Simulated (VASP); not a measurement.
Run report: Se, geometry relaxation (part 1 of 2)

Se (P3₁21, 3 atoms in the cell), computed with Kohn-Sham DFT of a periodic cell, r2SCAN, VASP PAW PBE potentials, recommended, no spin polarisation (VASP 6.6.1).

The structure derives from an entry of the Crystallography Open Database.

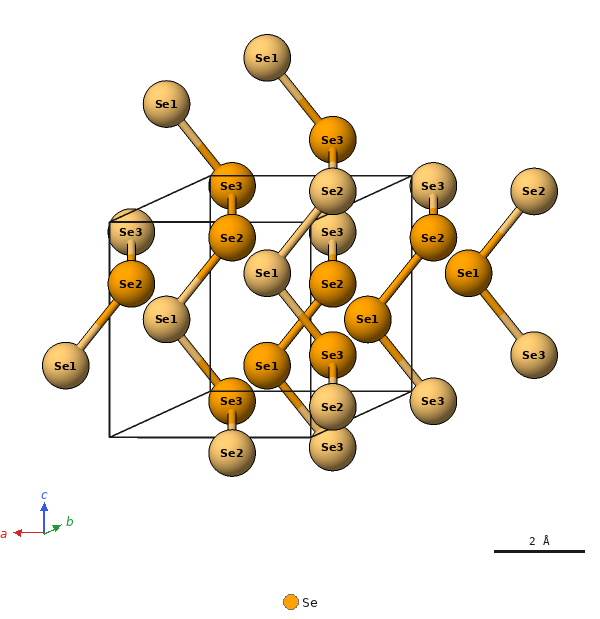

**Figure 1.** The input geometry (ball-and-stick view of the cell of the calculation, repeated 1 × 2 × 1, seen at an oblique angle; neighbours outside the cell are drawn fainter; atoms are numbered from 1 in the order of the input). Near neighbours in the crystal (not all of them lie inside the picture): Se has 2 Se at 2.37 Å.

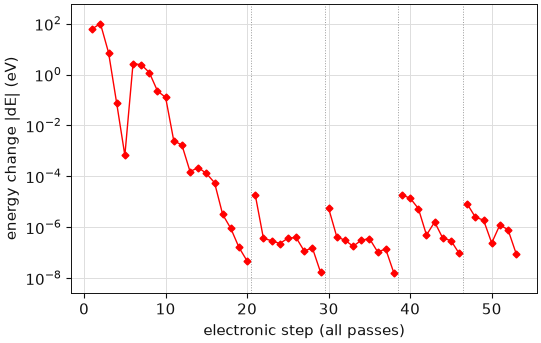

**Figure 2.** Convergence of the self-consistent field: energy change |dE| against the electronic step. Each stretch between dotted lines is the SCF of one geometry step of a relaxation. The 5 ionic steps take 7 to 20 electronic steps each. The density is held fixed in the first few steps, and dE rises again when its update begins.

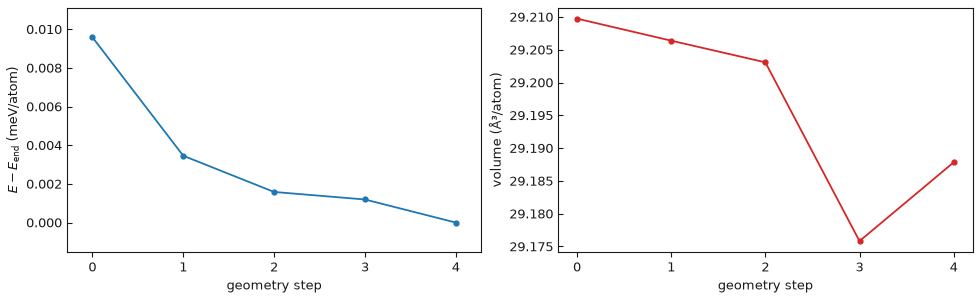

**Figure 3.** Progress of the relaxation, step by step (steps are counted from 0). After 4 geometry steps the energy has fallen by next to nothing (0.0 meV per atom). Largest force component: 0.01 eV/Å at the start, 0.0013 eV/Å at the end. No atom moves by more than 0.005 Å relative to the cell. The volume changes by −0.1 %, with a = b 4.501 → 4.502 Å (0.0 %), c 4.994 → 4.989 Å (−0.1 %). The space group stays P3_121 (No. 152). (Atoms are counted from 1 in the order of the input.)

The input that produced these results follows, with the program's output.

**INCAR**
```
PREC     = Accurate       # precision mode
ENCUT    = 600            # plane-wave cutoff, eV
EDIFF    = 1E-7           # SCF threshold, eV
ISMEAR   = 0              # smearing method
SIGMA    = 0.03           # smearing width, eV
LREAL    = False          # projectors in reciprocal space
LASPH    = True           # aspherical terms in the spheres
NELM     = 80             # most SCF steps
ALGO     = Normal         # electronic algorithm
ISIF     = 3              # what is computed and relaxed
LWAVE    = False          # write WAVECAR
LCHARG   = False          # write CHGCAR
METAGGA  = R2SCAN         # meta-GGA
LMIXTAU  = True         
IBRION   = 2              # ionic algorithm
NSW      = 90             # ionic steps
EDIFFG   = -0.005         # ionic threshold
KPAR     = 2
```

**KPOINTS**
```
regular mesh
0
Gamma
  9 9 6
```

**POSCAR**
```
Se                                      
1.0
    4.5010656156     -0.0000000000      0.0000000000
   -2.2505328078      3.8980371672     -0.0000000000
   -0.0000000000      0.0000000000      4.9944494721
  Se            
     3
Direct
     0.2171437406037466    0.0000000000000000    0.3333333332999970
     0.0000000000000000    0.2171437406037465    0.6666666667000030
     0.7828562593962535    0.7828562593962536    0.0000000000000000
```

Command:
```bash
cat potpaw_PBE.64/Se/POTCAR > POTCAR
mpirun -np 2 vasp_std > vasp.out
```

**OSZICAR**
```
N       E                     dE             d eps       ncg     rms          rms(c)
DAV:   1     0.626094982043E+02    0.62609E+02   -0.79813E+03  1612   0.131E+03
DAV:   2    -0.391321162192E+02   -0.10174E+03   -0.97840E+02  2152   0.187E+02
DAV:   3    -0.464212960076E+02   -0.72892E+01   -0.72353E+01  1937   0.580E+01
DAV:   4    -0.464952623612E+02   -0.73966E-01   -0.73875E-01  1877   0.680E+00
DAV:   5    -0.464959275997E+02   -0.66524E-03   -0.66519E-03  2032   0.640E-01    0.697E+00
DAV:   6    -0.438432404831E+02    0.26527E+01   -0.34866E-01  1617   0.576E+00    0.487E+00
DAV:   7    -0.413675714201E+02    0.24757E+01   -0.14172E+00  1702   0.805E+00    0.173E+00
DAV:   8    -0.425720057705E+02   -0.12044E+01   -0.34217E-01  1627   0.507E+00    0.575E-01
DAV:   9    -0.427988955181E+02   -0.22689E+00   -0.20474E-01  1612   0.393E+00    0.325E-01
DAV:  10    -0.429254030950E+02   -0.12651E+00   -0.10597E-01  1642   0.365E+00    0.117E-01
DAV:  11    -0.429279030519E+02   -0.25000E-02   -0.14833E-03  2047   0.420E-01    0.726E-02
DAV:  12    -0.429295947687E+02   -0.16917E-02   -0.11085E-03  1692   0.392E-01    0.216E-02
DAV:  13    -0.429294414419E+02    0.15333E-03   -0.44882E-04  1637   0.282E-01    0.166E-02
DAV:  14    -0.429296624560E+02   -0.22101E-03   -0.34574E-05  1857   0.732E-02    0.121E-02
DAV:  15    -0.429297925535E+02   -0.13010E-03   -0.33849E-05  1647   0.658E-02    0.710E-03
DAV:  16    -0.429298488481E+02   -0.56295E-04   -0.43841E-05  1622   0.862E-02    0.228E-03
DAV:  17    -0.429298520040E+02   -0.31559E-05   -0.40593E-06  1732   0.233E-02    0.113E-03
DAV:  18    -0.429298528934E+02   -0.88946E-06   -0.86640E-07  1742   0.118E-02    0.769E-04
DAV:  19    -0.429298530533E+02   -0.15994E-06   -0.20934E-07  1386   0.572E-03    0.175E-04
DAV:  20    -0.429298531000E+02   -0.46668E-07   -0.47551E-08  1206   0.234E-03
   1 F= -.42929853E+02 E0= -.42929853E+02  d E =-.429299E+02
       N       E                     dE             d eps       ncg     rms          rms(c)
DAV:   1    -0.429298712882E+02   -0.18235E-04   -0.79381E-04  1627   0.188E-01    0.141E-02
DAV:   2    -0.429298709271E+02    0.36118E-06   -0.36648E-05  2037   0.426E-02    0.696E-03
DAV:   3    -0.429298712228E+02   -0.29570E-06   -0.34271E-06  1652   0.176E-02    0.284E-03
DAV:   4    -0.429298714502E+02   -0.22741E-06   -0.74097E-07  2002   0.820E-03    0.108E-03
DAV:   5    -0.429298710814E+02    0.36875E-06   -0.48604E-07  1642   0.789E-03    0.687E-04
DAV:   6    -0.429298714758E+02   -0.39442E-06   -0.95347E-08  1126   0.348E-03    0.358E-04
DAV:   7    -0.429298713604E+02    0.11548E-06   -0.31967E-08   866   0.201E-03    0.152E-04
DAV:   8    -0.429298715141E+02   -0.15368E-06   -0.33126E-08   851   0.189E-03    0.564E-05
DAV:   9    -0.429298714969E+02    0.17114E-07   -0.20470E-09   816   0.486E-04
   2 F= -.42929871E+02 E0= -.42929871E+02  d E =-.183969E-04
       N       E                     dE             d eps       ncg     rms          rms(c)
DAV:   1    -0.429298769837E+02   -0.54697E-05   -0.76761E-04  1622   0.185E-01    0.140E-02
DAV:   2    -0.429298765694E+02    0.41430E-06   -0.35335E-05  2032   0.418E-02    0.685E-03
DAV:   3    -0.429298768768E+02   -0.30740E-06   -0.33185E-06  1647   0.174E-02    0.280E-03
DAV:   4    -0.429298770552E+02   -0.17839E-06   -0.71009E-07  1997   0.805E-03    0.105E-03
DAV:   5    -0.429298767503E+02    0.30493E-06   -0.46328E-07  1627   0.772E-03    0.655E-04
DAV:   6    -0.429298771083E+02   -0.35800E-06   -0.93579E-08  1121   0.346E-03    0.341E-04
DAV:   7    -0.429298770005E+02    0.10779E-06   -0.31872E-08   851   0.201E-03    0.143E-04
DAV:   8    -0.429298771375E+02   -0.13696E-06   -0.31875E-08   826   0.185E-03    0.552E-05
DAV:   9    -0.429298771217E+02    0.15743E-07   -0.19927E-09   806   0.475E-04
   3 F= -.42929877E+02 E0= -.42929877E+02  d E =-.240217E-04
       N       E                     dE             d eps       ncg     rms          rms(c)
DAV:   1    -0.429298955745E+02   -0.18437E-04   -0.12835E-03  1617   0.233E-01    0.361E-02
DAV:   2    -0.429298817849E+02    0.13790E-04   -0.38393E-05  1797   0.472E-02    0.175E-02
DAV:   3    -0.429298763612E+02    0.54237E-05   -0.26617E-05  1727   0.352E-02    0.559E-03
DAV:   4    -0.429298768521E+02   -0.49095E-06   -0.15212E-06  1692   0.138E-02    0.405E-03
DAV:   5    -0.429298784524E+02   -0.16003E-05   -0.14425E-06  1612   0.133E-02    0.585E-04
DAV:   6    -0.429298780841E+02    0.36834E-06   -0.87373E-07  1612   0.103E-02    0.157E-04
DAV:   7    -0.429298783822E+02   -0.29807E-06   -0.25177E-08  1011   0.176E-03    0.110E-04
DAV:   8    -0.429298782886E+02    0.93535E-07   -0.27509E-09   821   0.493E-04
   4 F= -.42929878E+02 E0= -.42929878E+02  d E =-.116689E-05
       N       E                     dE             d eps       ncg     rms          rms(c)
DAV:   1    -0.429298865127E+02   -0.81305E-05   -0.24938E-04  1617   0.102E-01    0.159E-02
DAV:   2    -0.429298840522E+02    0.24604E-05   -0.74805E-06  1792   0.208E-02    0.769E-03
DAV:   3    -0.429298821544E+02    0.18979E-05   -0.51560E-06  1722   0.155E-02    0.245E-03
DAV:   4    -0.429298823940E+02   -0.23961E-06   -0.28804E-07  1502   0.603E-03    0.176E-03
DAV:   5    -0.429298811653E+02    0.12286E-05   -0.27334E-07  1460   0.568E-03    0.239E-04
DAV:   6    -0.429298819619E+02   -0.79655E-06   -0.15787E-07  1116   0.438E-03    0.623E-05
DAV:   7    -0.429298818710E+02    0.90844E-07   -0.80703E-09   821   0.935E-04
   5 F= -.42929882E+02 E0= -.42929882E+02  d E =-.474930E-05
```

**Parts of OUTCAR**
```
PREC = Accurate
   ENCUT = 600
   EDIFF = 1E-7
   ISMEAR = 0
   LREAL = False
   LASPH = True
   NELM = 80
   ISIF = 3
   METAGGA = R2SCAN
   IBRION = 2
   NSW = 90
   EDIFFG = -0.005

 ion  position               nearest neighbor table
   1  0.217  0.000  0.333-   3 2.37   2 2.37
   2  0.000  0.217  0.667-   3 2.37   1 2.37
   3  0.783  0.783  0.000-   2 2.37   1 2.37

  LATTYP: Found a hexagonal cell.
 ALAT       =     4.5010656156
 C/A-ratio  =     1.1096148998

  Lattice vectors:

 A1 = (   4.5010656156,   0.0000000000,   0.0000000000)
 A2 = (  -2.2505328078,   3.8980371672,   0.0000000000)
 A3 = (   0.0000000000,   0.0000000000,   4.9944494721)

Analysis of symmetry for initial positions (statically):
=====================================================================
 Subroutine PRICEL returns:
 Original cell was already a primitive cell.

 Routine SETGRP: Setting up the symmetry group for a
 hexagonal supercell.

 Subroutine GETGRP returns: Found  6 space group operations
 (whereof  2 operations were pure point group operations)
 out of a pool of 24 trial point group operations.

The static configuration has the point symmetry C_2 .
 The point group associated with its full space group is D_3 .

Analysis of symmetry for dynamics (positions and initial velocities):
=====================================================================
 Subroutine PRICEL returns:
 Original cell was already a primitive cell.

 Routine SETGRP: Setting up the symmetry group for a
 hexagonal supercell.

 Subroutine GETGRP returns: Found  6 space group operations
 (whereof  2 operations were pure point group operations)
 out of a pool of 24 trial point group operations.

The dynamic configuration has the point symmetry C_2 .
 The point group associated with its full space group is D_3 .

 Subroutine INISYM returns: Found  6 space group operations
 (whereof  2 operations are pure point group operations),
 and found     1 'primitive' translations

----------------------------------------------------------------------------------------

                                     Primitive cell

  volume of cell :      87.6292

  direct lattice vectors                    reciprocal lattice vectors
     4.501065616  0.000000000  0.000000000     0.222169612  0.128269685  0.000000000
    -2.250532808  3.898037167  0.000000000     0.000000000  0.256539370  0.000000000
     0.000000000  0.000000000  4.994449472     0.000000000  0.000000000  0.200222268

  length of vectors
     4.501065616  4.501065616  4.994449472     0.256539370  0.256539370  0.200222268

  position of ions in fractional coordinates (direct lattice)
     0.217143741  0.000000000  0.333333333
     0.000000000  0.217143741  0.666666667
     0.782856259  0.782856259  0.000000000

  ion indices of the primitive-cell ions
   primitive index   ion index
                 1           1
                 2           2
                 3           3

----------------------------------------------------------------------------------------

 KPOINTS: regular mesh

Automatic generation of k-mesh.
 Grid dimensions read from file:
 generate k-points for:    9    9    6

 Generating k-lattice:

  Cartesian coordinates                     Fractional coordinates (reciprocal lattice)
     0.024685512  0.014252187  0.000000000     0.111111111  0.000000000  0.000000000
     0.000000000  0.028504374  0.000000000     0.000000000  0.111111111  0.000000000
     0.000000000  0.000000000  0.033370378     0.000000000  0.000000000  0.166666667

  Length of vectors
     0.028504374  0.028504374  0.033370378

  Shift w.r.t. Gamma in fractional coordinates (k-lattice)
     0.000000000  0.000000000  0.000000000

 Subroutine IBZKPT returns following result:
 ===========================================

 Found     62 irreducible k-points:

 Following reciprocal coordinates:
            Coordinates               Weight
  0.000000  0.000000  0.000000      1.000000
  0.111111 -0.000000  0.000000      6.000000
  0.222222 -0.000000  0.000000      6.000000
  0.333333  0.000000  0.000000      6.000000
  0.444444 -0.000000  0.000000      6.000000
  0.111111  0.111111  0.000000      6.000000
  0.222222  0.111111  0.000000     12.000000
  0.333333  0.111111  0.000000     12.000000
  0.444444  0.111111  0.000000      6.000000
  0.222222  0.222222  0.000000      6.000000
  0.333333  0.222222  0.000000     12.000000
  0.333333  0.333333  0.000000      2.000000
  0.000000  0.000000  0.166667      2.000000
  0.111111 -0.000000  0.166667      6.000000
  0.000000  0.111111  0.166667      6.000000
  0.222222 -0.000000  0.166667      6.000000
  0.000000  0.222222  0.166667      6.000000
  0.333333  0.000000  0.166667      6.000000
  0.000000  0.333333  0.166667      6.000000
  0.444444 -0.000000  0.166667      6.000000
  0.000000  0.444444  0.166667      6.000000
  0.111111  0.111111  0.166667     12.000000
  0.222222  0.111111  0.166667     12.000000
 -0.111111  0.333333  0.166667     12.000000
 [... further k-points ...]
   k-points           NKPTS =     62   k-points in BZ     NKDIM =     62   number of bands    NBANDS=     13
   number of dos      NEDOS =    301   number of ions     NIONS =      3
   total plane-waves  NPLWV =  51840
   dimension x,y,z NGX =    36 NGY =   36 NGZ =   40
   dimension x,y,z NGXF=    72 NGYF=   72 NGZF=   80
   ions per type =               3
   NGX,Y,Z   is equivalent  to a cutoff of  13.30, 13.30, 13.31 a.u.
   NGXF,Y,Z  is equivalent  to a cutoff of  26.59, 26.59, 26.63 a.u.
 SYSTEM =  unknown system
   PREC   = accura    normal or accurate (medium, high low for compatibility)
   ISTART =      0    job   : 0-new  1-cont  2-samecut
   ICHARG =      2    charge: 1-file 2-atom 10-const
   ISPIN  =      1    spin polarized calculation?
   LNONCOLLINEAR =      F non collinear calculations
   LSORBIT =      F    spin-orbit coupling
   LASPH  =      T    aspherical Exc in radial PAW
   ENCUT  =  600.0 eV  44.10 Ry    6.64 a.u.   8.99  8.99  9.98*2*pi/ulx,y,z
   NELM   =     80;   NELMIN=  2; NELMDL= -5     # of ELM steps
   EDIFF  = 0.1E-06   stopping-criterion for ELM
   LREAL  =      F    real-space projection
   EDIFFG = -.5E-02   stopping-criterion for IOM
   NSW    =     90    number of steps for IOM
   IBRION =      2    ionic relax: 0-MD 1-quasi-New 2-CG
   NFREE  =      1    steps in history (QN), initial steepest desc. (CG)
   ISIF   =      3    stress and relaxation
   ISYM   =      2    0-nonsym 1-usesym 2-fastsym
   POTIM  = 0.5000    time-step for ionic-motion
   TEBEG  =    0.0;   TEEND  =   0.0 temperature during run
   PSTRESS=    0.0 pullay stress
   NELECT =      18.0000    total number of electrons
   NUPDOWN=      -1.0000    fix difference up-down
   EMIN   =  10.00;   EMAX   =-10.00  energy-range for DOS
   EFERMI =   0.00;   METHOD = LEGACY
   ISMEAR =     0;   SIGMA  =   0.03  broadening in eV -4-tet -1-fermi 0-gaus
   EFERMI_NEDOS =   21; number of points for ismear=-14 and -15
   IALGO  =     38    algorithm
   IMIX   =      4    mixing-type and parameters
     AMIX     =   0.40;   BMIX     =  1.00
     AMIX_MAG =   1.60;   BMIX_MAG =  1.00
  volume/ion in A,a.u.               =      29.21       197.12
  Fermi-wavevector in a.u.,A,eV,Ry     =   0.965938  1.825359 12.694734  0.933037
  Thomas-Fermi vector in A             =   2.095697
   LORBIT       =      0    0 simple, 1 ext, 2 COOP (PROOUT), +10 PAW based schemes
   METAGGA = R2SCAN    functional components
   LHFCALC =     F    Hartree Fock is set to
   AEXX    =    0.0000 exact exchange contribution
   IVDW    =     0    specifies the selected vdW correction
   LEPSILON=     F    determine dielectric tensor
   LRPA    =     F    only Hartree local field effects (RPA)
 conjugate gradient relaxation of ions
 non-spin polarized calculation
 Gauss-broadening in eV      SIGMA  =   0.03
  energy-cutoff  :      600.00
  volume of cell :       87.63
 maximum number of plane-waves:      2964
   NGX = 17   NGY = 17   NGZ = 19

--------------------------------------- Ionic step        1  -------------------------------------------

 number of electron      18.0000000 magnetization

 Free energy of the ion-electron system (eV)
  ---------------------------------------------------
  ext. energy  EPLUGINS =         0.00000000
  ---------------------------------------------------
  free energy    TOTEN  =       -42.92985310 eV

  energy without entropy =      -42.92985310  energy(sigma->0) =      -42.92985310

------------------------ aborting loop because EDIFF is reached ----------------------------------------
```
